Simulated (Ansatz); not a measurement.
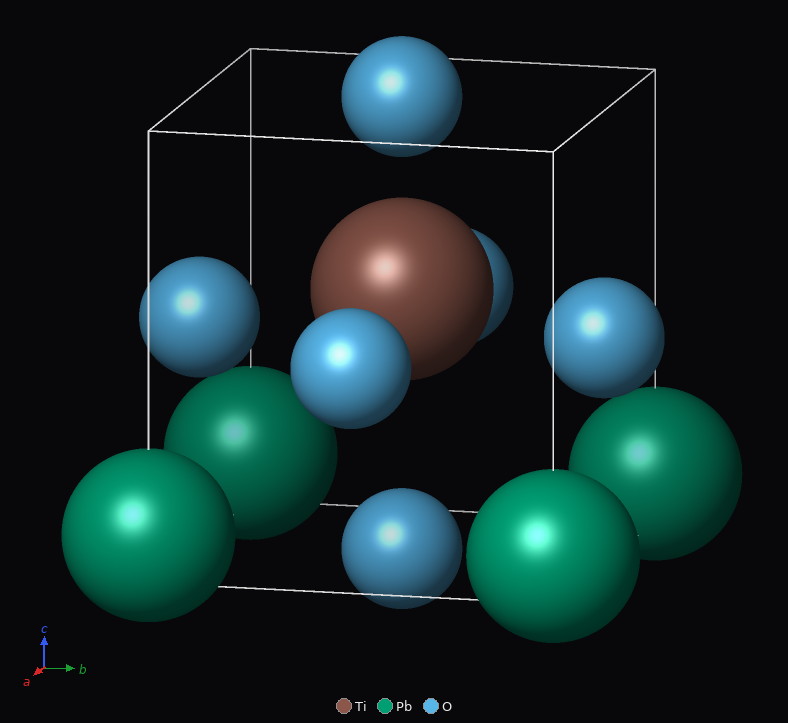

A spheres-only rendering, viewed slightly off an axis. The wireframe shows the conventional unit cell.

TiPbO$_{3}$, space group P4mm (No. 99), a = 3.78 Å, b = 3.78 Å, c = 4.18 Å, α = 90.00°, β = 90.00°, γ = 90.00°.

Level of theory and settings: Ansatz 0.2.0, DFT PBEsol, scalar-relativistic, plane waves, PAW, plane waves up to 420 eV, k-mesh 8×8×6, Gaussian smearing of 0.02 eV, no spin polarisation.

**Does it come out as a metal, or with a gap?**

A semiconductor at this level, with a gap of 1.56 eV on the k-mesh (the true edges may lie between mesh points, so the gap can be somewhat smaller).

The initial geometry was a structure listed in the Materials Project. The cell was then strained or its atoms displaced on purpose. The atoms were relaxed in a fixed cell with Ansatz, DFT PBEsol, scalar-relativistic, plane waves, PAW.

At this level of theory the cell isn't at rest (compressed, at 8 GPa), so its distances can differ from those at equilibrium, the more so the softer the solid.
